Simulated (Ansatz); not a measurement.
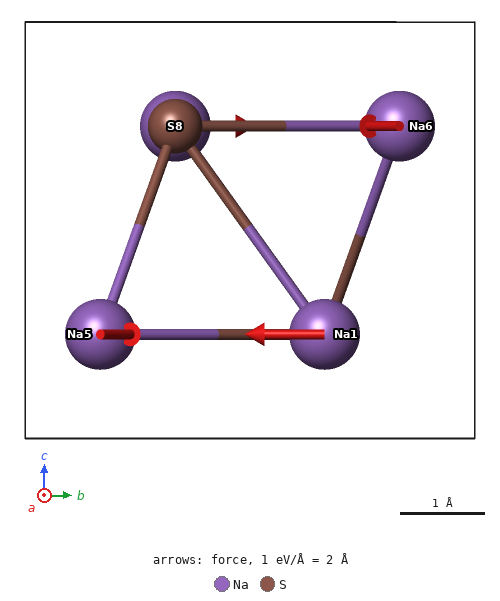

Starting geometry of crystalline Na3S (built on the Ni3Sn (D0_19)_194 type) (coarse preliminary run) with the computed forces as red arrows. The picture is a ball-and-stick view of the cell of the calculation, seen along the a axis.

Case: Ni3Sn (D0_19) type (P6_3/mmc, No. 194).

All numbers below come from DFT PBE, scalar-relativistic, plane waves, PAW in Ansatz 0.2.0. Settings: plane-wave cutoff 420 eV; k-point mesh 3 × 3 × 4; occupations gaussian; smearing width 0.1 eV; no spin polarisation; cell and atoms relaxed; force threshold 0.04 eV/Å; at most 70 steps.

**What follows when this structure is relaxed?**

It isn't relaxed: the largest force vector, on Na atoms, is 0.48 eV/Å. The atoms end up moving mostly along the starting forces (cosine between the two patterns 1.00). After 3 accepted moves (4 points after the start) the energy has fallen by 54.7 meV per atom. Largest force component: 0.48 eV/Å at the start, 0.00026 eV/Å at the end. The pressure goes from 1.78 to 0.35 GPa. The SCF was repeated once at an unchanged geometry on a basis and grid sized afresh for the cell, which shifted the energy by 0.4 meV per atom at most. The largest moves relative to the cell, 0.16 Å, are those of Na atoms. S stays in place. The drawn cell changes as follows: a = b 6.238 → 6.798 Å (+9.0 %), c 5.007 → 4.582 Å (−8.5 %); the volume changes by +8.7 %. Near-neighbour distances that change, for instance: Na–Na 3.125 → 3.691 Å, Na–S 3.119 → 3.403 Å, Na–S 3.082 → 2.910 Å, Na–Na 3.086 → 3.129 Å. Bond angles that change, for instance: S–Na–S 108.7° → 103.9°, Na–S–Na 108.7° → 103.9°, Na–S–Na 60.7° → 64.5°. The space group stays P6_3/mmc (No. 194). Cost: 18 s on 1 thread of Arm Neoverse V2 (shared host), peak memory 0.4 GiB.
